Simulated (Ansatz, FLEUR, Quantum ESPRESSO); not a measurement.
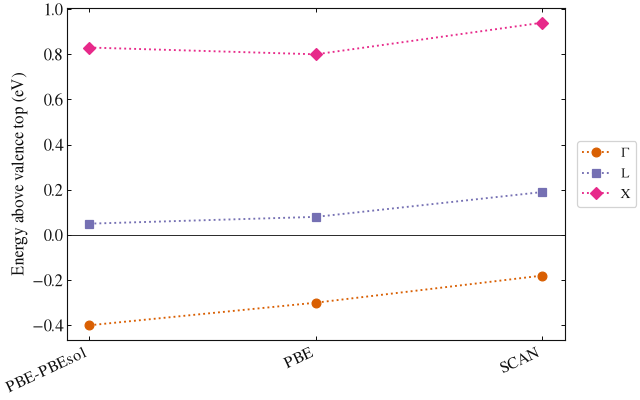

Lowest conduction level at each named k point, counted from the valence-band top at Γ, by several methods on one cell of diamond-type Ge, space group Fd-3m, 2 atoms in the primitive cell; cubic a = 5.732 Å. All runs are without spin-orbit coupling and carry no moments. A negative value at Γ means that the s-like level, then filled, lies under the p-like triplet: the bands are inverted and there is no gap.

| method | program | Γ (eV) | L (eV) | X (eV) |
| --- | --- | --- | --- | --- |
| PBE-PBEsol | Ansatz LAPW | −0.40 | 0.05 | 0.83 |
| PBE | FLEUR | −0.30 | 0.08 | 0.80 |
| SCAN | FLEUR | −0.18 | 0.19 | 0.94 |

> What does r2SCAN give? It was run as: r2SCAN, SG15 PBE 1.2, 6×6×6 k mesh, 952 eV cutoff, Fermi-Dirac smearing of 0.05 eV (Quantum ESPRESSO 7.5).

r2SCAN gives −0.54 eV at Γ, 0.11 eV at L and 1.08 eV at X, which is −0.24 eV from PBE at Γ.

> How do the methods rank at Γ?

From low to high: r2SCAN −0.54, PBE-PBEsol −0.40, PBE −0.30, SCAN −0.18 eV.

Settings. PBE-PBEsol: all-electron LAPW, 8×8×8 k mesh, Gaussian smearing of 0.15 eV (Ansatz 0.2.0). PBE: all-electron, 8×8×8 k mesh, Fermi-Dirac smearing of 0.05 eV (FLEUR MaX-R8.1 (later development tree)). SCAN: all-electron, 8×8×8 k mesh, Fermi-Dirac smearing of 0.05 eV (FLEUR).

These are four of the 17 methods that were run on this cell. The runs come from different programs and meshes, which adds differences of its own. Spin-orbit coupling is left out, which matters for Ge. Measured Ge has an indirect gap, with the conduction bottom at L. r2SCAN: the k mesh is coarse. r2SCAN: the potentials were made for another functional. SCAN: the meta-GGA is that of a development version, with a GGA for the radial functions and cores and without core tails. Measured Ge has a positive gap at its own volume; r2SCAN, PBE-PBEsol, PBE and SCAN close it.
